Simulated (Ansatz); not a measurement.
```xyz
2
Lattice="2.4874 0.0000 0.0000 -1.2437 2.1541 0.0000 0.0000 0.0000 4.0633" Properties=species:S:1:pos:R:3 pbc="T T T"
Co    0.0000    1.4361    3.0074
Co    1.2437    0.7180    1.0559
```

Space group P-3m1; a structure from a database of computed crystals, not necessarily the ambient phase; computed pressure about 35 GPa in this cell; spin-polarised.

Method: Kohn-Sham DFT of a periodic cell, r2SCAN50, Ansatz PAW in Ansatz 0.2.0.

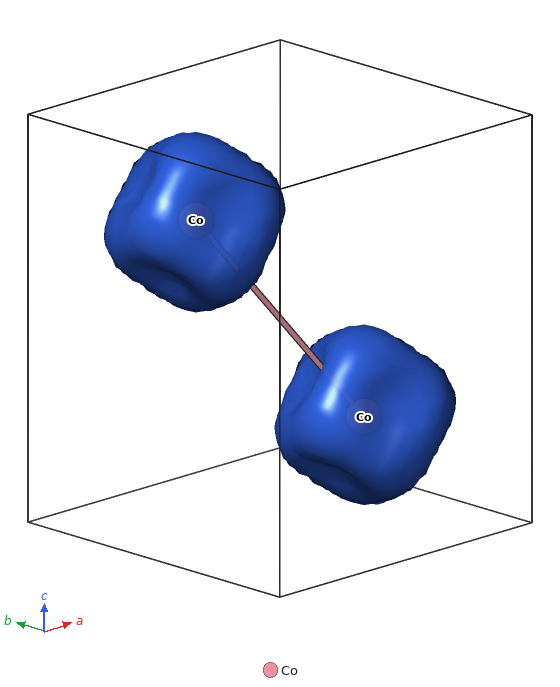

Co. Isosurface of the magnetisation density (up minus down) at +0.3 e/Å³ (blue), seen at an oblique angle. Sticks mark near contacts.

The density is the valence pseudo-density of a PAW calculation; it isn't the true density close to the nuclei.

Q: Where is the spin, and how is it ordered?

A: The spin density sits on Co: +2.3 μB (×2) in one cell of 2 atoms: parallel main moments (a ferromagnetic arrangement) in this solution. The cell of the calculation (2 atoms) carries 4.1 μB of net spin moment.
